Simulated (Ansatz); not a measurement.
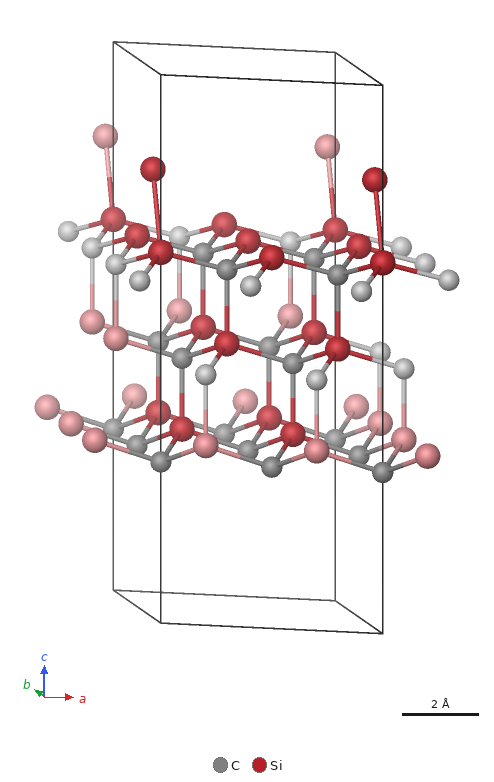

Figure 1. The input geometry (ball-and-stick view of the cell of the calculation, with the vacuum cut short, seen slightly off an axis; neighbours outside the cell are drawn fainter).

Geometry relaxation of Si$_{13}$C$_{12}$ (part 1 of 3)

- system: Si$_{13}$C$_{12}$ (slab, 25 atoms in the cell)
- method: DFT PBE, scalar-relativistic, plane waves, PAW, PAW set soft_1, spin-polarised (Ansatz 0.2.0)

The structure derives from an entry of the Crystallography Open Database. The input holds or restrains some coordinates. Figures and captions count atoms from 1; the log counts them from 0 in places.

## What the program printed
```
Engine: ansatz 0.2.0, aarch64-unknown-linux-gnu
Pseudopotentials: kind: paw
Pseudopotential: C, paw, valence charge 4, recommended cutoff 420 eV (normal), [file]
Pseudopotential: Si, paw, valence charge 4, recommended cutoff 420 eV (normal), [file]
Functional definition: PBE
  parameter kappa = 0.804
  parameter beta = 0.06672455060314922
  exchange = pbe_x(kappa = kappa, mu = beta*pi^2/3)
  correlation = pbe_c(beta = beta)
Crystal: 25 atoms, lattice volume = 701.393 Å³
Basis set: ecut = 420 eV, 13781 PW (Γ), exchange–correlation on 90×90×288 points (8 copies of the dense FFT grid, shifted against one another)
Bands: 76, of which v1, the nominal top of the filled ones, is band 50 counted from 1 (49 counted from 0)
Symmetry: 1 space group operations
k-points: 20 of 36 (time reversal used)
Non-local potential: C, projectors of the file, l = 0: 2, l = 1: 2, l = 2: 1
Non-local potential: Si, projectors of the file, l = 0: 2, l = 1: 2, l = 2: 1
PAW form: soft (Blöchl's): semilocal exchange-correlation on the pseudo side does not see the compensation charge
PAW one-centre angular grid: C, 110 points (default); XC on 64 Gauss nodes
PAW one-centre angular grid: Si, 110 points (default); XC on 64 Gauss nodes
Initial density: superposition of atomic densities (neutral atoms: chi_scale 0, normalization atom)
Starting moments: Σ|m| = 2 μB on 1 of 25 sites
Initial wavefunctions: pseudopotential atomic-orbital guess
Functional: x = pbe(κ = 0.804, μ = 0.2195149727645171), c = pbe(β = 0.06672455060314922)
SCF iter   1: F=—  HF=-11293.122641 eV  |F-HF|=—  |Δ(HF+E_count)|=         —  Δρ=4.86e-2 (↑4.86e-2 ↓4.70e-2)  dr2=2.13e2  dr2_m=2.94e-1  M=0.104 μB ∫|m|=0.480 μB  β_m=0.30  ethr=3.10e-3  p=-0.000 e·Å  D=-1.14e-7 V/Å  ΔV_dip=0.00 eV  dr2_dipole=8.47e1  V_vac-E_F(+/−)=7.46/7.46 eV  ⟨swp⟩=8.4  Hψ=17526  notcnv=0  defer=465
efield: sawtooth ramp at fractional position 0.8515 (placed from the atoms, in the widest stretch of the axis that holds none; the zero of the levels goes with the place), width 0.0400; the density the first Hamiltonian is built on has a dipole p = -0.000 e·Å; the dipole correction subtracts the counter field D = -1.14e-7 V/Å, which shifts the + side's vacuum level by +0.00 eV against the − side's; the planar-averaged density in the ramp window peaks in size at 2.2e-7 e/Å³
preconditioner: auto → Resta (q_TF=auto, 1.972 Å⁻¹)  ε∞=2.4  [insulator: Δε(μ)=0.054 eV  Ē_g=11.791 eV  σ=0.050 eV  W_gap=0.55  n_scr=78 (ndim 8)  ℏωp=14.0 eV  f_vac=0.499  D(μ)=3.36/eV (n_scr^D=6)  ε∞_Penn≈2.4  vacuum switching on, ρ_ref=1.0e-2 e/Å³]
spin=Collinear: Resta preconditioning applied to the charge; magnetization (m = ρ↑ − ρ↓) channel mixes plain (no charge-response kernel on spin).
SCF iter   2: F=—  HF=-11409.197676 eV  |F-HF|=—  |Δ(HF+E_count)|=    1.16e2  Δρ=6.90e-2 (↑6.65e-2 ↓6.90e-2)  dr2=4.26e3  dr2_m=1.09e-1  M=0.646 μB ∫|m|=0.869 μB  β_m=0.30  ethr=3.10e-3  p=3.400 e·Å  D=8.77e-1 V/Å  ΔV_dip=-18.52 eV  dr2_dipole=3.36e3  V_vac-E_F(+/−)=-2.66/15.86 eV  ⟨swp⟩=20.4  Hψ=28099  notcnv=0  defer=879  κ⁻¹=1.0e0(r=1)
preconditioner: auto → LDOS  [metal: Δε(μ)=0.016 eV  Ē_g=11.823 eV  σ=0.050 eV  W_gap=0.18  n_scr=78 (ndim 8)  ℏωp=14.0 eV  f_vac=0.506  D(μ)=8.80/eV (n_scr^D=52)]
spin=Collinear: LDOS preconditioning applied to the charge; magnetization (m = ρ↑ − ρ↓) channel mixes plain (no charge-response kernel on spin).
SCF iter   3: F=—  HF=-11270.063072 eV  |F-HF|=—  |Δ(HF+E_count)|=    1.39e2  Δρ=2.15e-2 (↑2.15e-2 ↓2.11e-2)  dr2=2.80e1  dr2_m=3.50e-2  M=0.453 μB ∫|m|=0.574 μB  β_m=0.30  ethr=3.10e-3  p=0.380 e·Å  D=9.81e-2 V/Å  ΔV_dip=-2.07 eV  dr2_dipole=6.52e0  V_vac-E_F(+/−)=6.23/8.29 eV  ⟨swp⟩=8.0  Hψ=15382  notcnv=0  defer=797  κ⁻¹=7.6e-4(r=2)
SCF iter   4: F=—  HF=-11267.693763 eV  |F-HF|=—  |Δ(HF+E_count)|=    2.37e0  Δρ=1.82e-2 (↑1.75e-2 ↓1.82e-2)  dr2=4.06e1  dr2_m=2.06e-2  M=0.374 μB ∫|m|=0.619 μB  β_m=0.30  ethr=3.10e-3  p=0.515 e·Å  D=1.33e-1 V/Å  ΔV_dip=-2.80 eV  dr2_dipole=1.92e1  V_vac-E_F(+/−)=5.20/8.00 eV  ⟨swp⟩=5.4  Hψ=6517  notcnv=0  defer=779  κ⁻¹=7.2e-5(r=3)
SCF iter   5: F=—  HF=-11266.898719 eV  |F-HF|=—  |Δ(HF+E_count)|=   7.95e-1  Δρ=1.46e-2 (↑1.40e-2 ↓1.46e-2)  dr2=1.88e1  dr2_m=1.33e-2  M=0.494 μB ∫|m|=0.673 μB  β_m=0.30  ethr=3.10e-3  p=0.496 e·Å  D=1.28e-1 V/Å  ΔV_dip=-2.70 eV  dr2_dipole=7.05e0  V_vac-E_F(+/−)=5.17/7.87 eV  ⟨swp⟩=1.9  Hψ=3064  notcnv=0  defer=767  κ⁻¹=2.0e-5(r=4)
SCF iter   6: F=—  HF=-11265.761057 eV  |F-HF|=—  |Δ(HF+E_count)|=    1.14e0  Δρ=6.79e-3 (↑6.20e-3 ↓6.79e-3)  dr2=2.99e0  dr2_m=1.98e-2  M=0.575 μB ∫|m|=0.737 μB  β_m=0.30  ethr=3.10e-3  p=0.416 e·Å  D=1.07e-1 V/Å  ΔV_dip=-2.27 eV  dr2_dipole=8.02e-2  V_vac-E_F(+/−)=5.16/7.43 eV  ⟨swp⟩=4.3  Hψ=5147  notcnv=0  defer=758  κ⁻¹=2.0e-6(r=5)
SCF iter   7: F=—  HF=-11265.739482 eV  |F-HF|=—  |Δ(HF+E_count)|=   2.16e-2  Δρ=8.07e-3 (↑5.38e-3 ↓8.07e-3)  dr2=1.06e1  dr2_m=3.08e-2  M=0.897 μB ∫|m|=1.067 μB  β_m=0.30  ethr=2.99e-3  p=0.344 e·Å  D=8.86e-2 V/Å  ΔV_dip=-1.87 eV  dr2_dipole=5.14e0  V_vac-E_F(+/−)=5.41/7.29 eV  ⟨swp⟩=2.9  Hψ=3217  notcnv=0  defer=756  κ⁻¹=1.1e-6(r=6)
SCF iter   8: F=—  HF=-11265.905085 eV  |F-HF|=—  |Δ(HF+E_count)|=   1.66e-1  Δρ=9.58e-3 (↑5.72e-3 ↓9.58e-3)  dr2=1.82e1  dr2_m=7.24e-2  M=1.425 μB ∫|m|=1.584 μB  β_m=0.30  ethr=2.99e-3  p=0.312 e·Å  D=8.04e-2 V/Å  ΔV_dip=-1.70 eV  dr2_dipole=9.89e0  V_vac-E_F(+/−)=5.46/7.16 eV  ⟨swp⟩=1.5  Hψ=3020  notcnv=0  defer=753  κ⁻¹=1.0e-6(r=7)
SCF iter   9: F=—  HF=-11265.821243 eV  |F-HF|=—  |Δ(HF+E_count)|=   8.38e-2  Δρ=9.75e-3 (↑4.96e-3 ↓9.75e-3)  dr2=1.18e1  dr2_m=1.47e-1  M=2.030 μB ∫|m|=2.232 μB  β_m=0.30  ethr=2.99e-3  p=0.337 e·Å  D=8.69e-2 V/Å  ΔV_dip=-1.83 eV  dr2_dipole=6.29e0  V_vac-E_F(+/−)=5.23/7.07 eV  ⟨swp⟩=1.8  Hψ=2998  notcnv=0  defer=746  κ⁻¹=1.5e-7(r=8)
SCF iter  10: F=—  HF=-11265.932996 eV  |F-HF|=—  |Δ(HF+E_count)|=   1.12e-1  Δρ=9.88e-3 (↑3.80e-3 ↓9.88e-3)  dr2=1.25e1  dr2_m=1.62e-1  M=2.382 μB ∫|m|=2.677 μB  β_m=0.31  ethr=2.99e-3  p=0.327 e·Å  D=8.45e-2 V/Å  ΔV_dip=-1.78 eV  dr2_dipole=6.89e0  V_vac-E_F(+/−)=5.20/6.99 eV  ⟨swp⟩=1.5  Hψ=2590  notcnv=0  defer=739
Mixer restart at iter 10: flushing history
spin-set hold released at iteration 10 (site moments contracting): the magnetisation degrees of freedom join the quasi-Newton model from the next iteration; the mixer history was flushed
SCF iter  11: F=—  HF=-11265.864212 eV  |F-HF|=—  |Δ(HF+E_count)|=   6.88e-2  Δρ=7.74e-3 (↑3.08e-3 ↓7.74e-3)  dr2=3.69e0  dr2_m=1.55e-1  M=2.525 μB ∫|m|=3.042 μB  β_m=0.56  ethr=2.99e-3  p=0.317 e·Å  D=8.18e-2 V/Å  ΔV_dip=-1.73 eV  dr2_dipole=1.93e0  V_vac-E_F(+/−)=5.17/6.90 eV  ⟨swp⟩=1.2  Hψ=2397  notcnv=0  defer=738
density mixer auto → msr1: a metal under ldos (density of states about μ 1.03 of a free-electron gas's, 78 screened modes)
SCF iter  12: F=—  HF=-11266.068379 eV  |F-HF|=—  |Δ(HF+E_count)|=   2.04e-1  Δρ=3.71e-3 (↑2.62e-3 ↓3.71e-3)  dr2=4.32e-1  dr2_m=4.38e-2  M=2.630 μB ∫|m|=3.730 μB  β_m=0.75  ethr=2.99e-3  p=0.317 e·Å  D=8.19e-2 V/Å  ΔV_dip=-1.73 eV  dr2_dipole=1.57e-1  V_vac-E_F(+/−)=4.85/6.58 eV  ⟨swp⟩=2.3  Hψ=3623  notcnv=0  defer=743
SCF iter  13: F=—  HF=-11266.154398 eV  |F-HF|=—  |Δ(HF+E_count)|=   8.60e-2  Δρ=1.88e-3 (↑1.64e-3 ↓1.88e-3)  dr2=2.04e-2  dr2_m=1.75e-2  M=2.287 μB ∫|m|=4.350 μB  β_m=0.86  ethr=4.32e-4  p=0.267 e·Å  D=6.89e-2 V/Å  ΔV_dip=-1.45 eV  dr2_dipole=1.59e-3  V_vac-E_F(+/−)=4.68/6.13 eV  ⟨swp⟩=4.2  Hψ=5093  notcnv=0  defer=756
SCF iter  14: F=—  HF=-11266.195084 eV  |F-HF|=—  |Δ(HF+E_count)|=   4.07e-2  Δρ=1.38e-3 (↑1.03e-3 ↓1.38e-3)  dr2=1.64e-2  dr2_m=8.02e-3  M=2.175 μB ∫|m|=4.567 μB  β_m=0.93  ethr=2.04e-5  p=0.251 e·Å  D=6.47e-2 V/Å  ΔV_dip=-1.37 eV  dr2_dipole=2.82e-3  V_vac-E_F(+/−)=4.71/6.08 eV  ⟨swp⟩=3.5  Hψ=5947  notcnv=0  defer=753
SCF iter  15: F=—  HF=-11266.221669 eV  |F-HF|=—  |Δ(HF+E_count)|=   2.66e-2  Δρ=8.21e-4 (↑6.66e-4 ↓8.21e-4)  dr2=2.07e-2  dr2_m=2.22e-3  M=2.084 μB ∫|m|=4.808 μB  β_m=0.92  ethr=1.64e-5  p=0.238 e·Å  D=6.13e-2 V/Å  ΔV_dip=-1.29 eV  dr2_dipole=6.36e-3  V_vac-E_F(+/−)=4.71/6.00 eV  ⟨swp⟩=3.4  Hψ=5174  notcnv=0  defer=753
SCF iter  16: F=—  HF=-11266.226943 eV  |F-HF|=—  |Δ(HF+E_count)|=   5.27e-3  Δρ=6.77e-4 (↑6.77e-4 ↓3.42e-4)  dr2=3.13e-2  dr2_m=8.77e-4  M=2.042 μB ∫|m|=5.075 μB  β_m=0.77  ethr=1.64e-5  p=0.227 e·Å  D=5.86e-2 V/Å  ΔV_dip=-1.24 eV  dr2_dipole=1.55e-2  V_vac-E_F(+/−)=4.72/5.95 eV  ⟨swp⟩=3.6  Hψ=6247  notcnv=0  defer=753
SCF iter  17: F=—  HF=-11266.227624 eV  |F-HF|=—  |Δ(HF+E_count)|=   6.82e-4  Δρ=3.47e-4 (↑3.47e-4 ↓1.30e-4)  dr2=1.03e-2  dr2_m=2.25e-4  M=2.044 μB ∫|m|=5.012 μB  β_m=0.79  ethr=1.64e-5  p=0.226 e·Å  D=5.83e-2 V/Å  ΔV_dip=-1.23 eV  dr2_dipole=5.93e-3  V_vac-E_F(+/−)=4.72/5.95 eV  ⟨swp⟩=2.5  Hψ=4300  notcnv=0  defer=750
SCF iter  18: F=—  HF=-11266.227961 eV  |F-HF|=—  |Δ(HF+E_count)|=   3.36e-4  Δρ=1.78e-4 (↑1.78e-4 ↓1.32e-4)  dr2=2.50e-3  dr2_m=8.58e-5  M=2.044 μB ∫|m|=4.977 μB  β_m=0.75  ethr=1.03e-5  p=0.225 e·Å  D=5.81e-2 V/Å  ΔV_dip=-1.23 eV  dr2_dipole=1.36e-3  V_vac-E_F(+/−)=4.73/5.95 eV  ⟨swp⟩=1.4  Hψ=2655  notcnv=0  defer=750
SCF iter  19: F=—  HF=-11266.227909 eV  |F-HF|=—  |Δ(HF+E_count)|=   5.20e-5  Δρ=1.22e-4 (↑1.22e-4 ↓7.15e-5)  dr2=3.62e-4  dr2_m=4.80e-5  M=2.038 μB ∫|m|=4.995 μB  β_m=0.68  ethr=2.50e-6  p=0.222 e·Å  D=5.72e-2 V/Å  ΔV_dip=-1.21 eV  dr2_dipole=1.29e-4  V_vac-E_F(+/−)=4.74/5.95 eV  ⟨swp⟩=2.0  Hψ=3878  notcnv=0  defer=750
SCF iter  20: F=—  HF=-11266.228040 eV  |F-HF|=—  |Δ(HF+E_count)|=   1.31e-4  Δρ=2.53e-5 (↑2.17e-5 ↓2.53e-5)  dr2=1.10e-5  dr2_m=2.95e-6  M=2.039 μB ∫|m|=4.974 μB  β_m=0.74  ethr=3.62e-7  p=0.222 e·Å  D=5.74e-2 V/Å  ΔV_dip=-1.21 eV  dr2_dipole=4.93e-6  V_vac-E_F(+/−)=4.74/5.95 eV  ⟨swp⟩=2.3  Hψ=4203  notcnv=0  defer=750
SCF iter  21: F=—  HF=-11266.228047 eV  |F-HF|=—  |Δ(HF+E_count)|=   6.15e-6  Δρ=1.20e-5 (↑1.10e-5 ↓1.20e-5)  dr2=3.78e-6  dr2_m=6.86e-7  M=2.039 μB ∫|m|=4.974 μB  β_m=0.78  ethr=1.10e-8  p=0.223 e·Å  D=5.75e-2 V/Å  ΔV_dip=-1.21 eV  dr2_dipole=1.50e-6  V_vac-E_F(+/−)=4.74/5.95 eV  ⟨swp⟩=29.7  Hψ=29556  notcnv=0
SCF iter  22: F=-11266.228049 eV  HF=-11266.228049 eV  |F-HF|=1.97e-7  |Δ(HF+E_count)|=   2.19e-6  Δρ=6.48e-6 (↑6.48e-6 ↓6.01e-6)  dr2=8.87e-7  dr2_m=1.82e-7  M=2.039 μB ∫|m|=4.976 μB  ethr=3.78e-9  p=0.223 e·Å  D=5.76e-2 V/Å  ΔV_dip=-1.22 eV  dr2_dipole=3.30e-8  V_vac-E_F(+/−)=4.74/5.95 eV  ⟨swp⟩=8.1  Hψ=12392  notcnv=0
SCF 1 converged in 22 iterations: F = -11266.228049 eV  dr2 = 8.87e-7
  greatest PAW one-centre occupation: 0.722 electrons in one spin orbital (limit 2), on the Si atom at site 24 (counted from 0), in its partial waves of l = 0
relax step   1: F+E_penalty+E_count = -11266.22804851 eV  Δ(F+E_penalty+E_count) = +0.000e0 eV  max|allowed force component| = 1.855e-1 eV/Å  Δτ_max = 0.0000 Å  (22 SCF iters, dr2 threshold 1.56e-5 eV, accepted)
Initial density: handed on by an earlier stage of this run
Starting moments: Σ|m| = 2 μB on 1 of 25 sites; this step starts from the density that it was given
Initial wavefunctions: those handed on with the density
iter 1 solved again at ethr=4.77e-7 eV; its pass at ethr=3.10e-3 eV (dr2=4.77e-4 eV) is discarded
```
